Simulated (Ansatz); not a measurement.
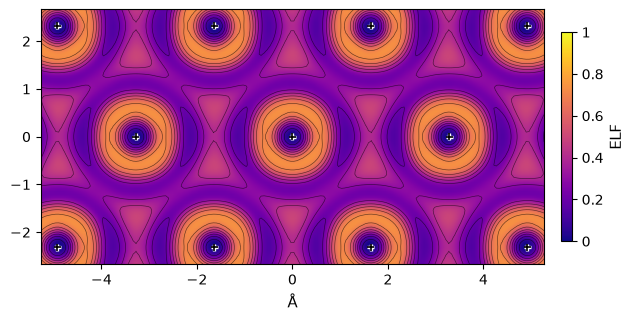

The ELF on a plane through atoms (crosses mark nuclei in the plane).

Level of theory: DFT PBEsol, scalar-relativistic, plane waves, PAW (Ansatz 0.2.0).

Candidates:
A. Ge, a = 5.68 Å, b = 5.68 Å, c = 5.68 Å, α = 90.00°, β = 90.00°, γ = 90.00°. Space group Fd-3m.
B. Ta, a = 3.28 Å, b = 3.28 Å, c = 3.28 Å, α = 90.00°, β = 90.00°, γ = 90.00°. Space group Im-3m; a structure from a database of computed crystals, not necessarily the ambient phase; computed without spin polarisation.

Question: Which candidate gave the map?

Answer: Candidate B: Ta on the (110) plane of the conventional cell, which holds Ta. Ta–Ta (2.84 Å): the ELF is about 0.30 at the midpoint; no localised pair shows between them.
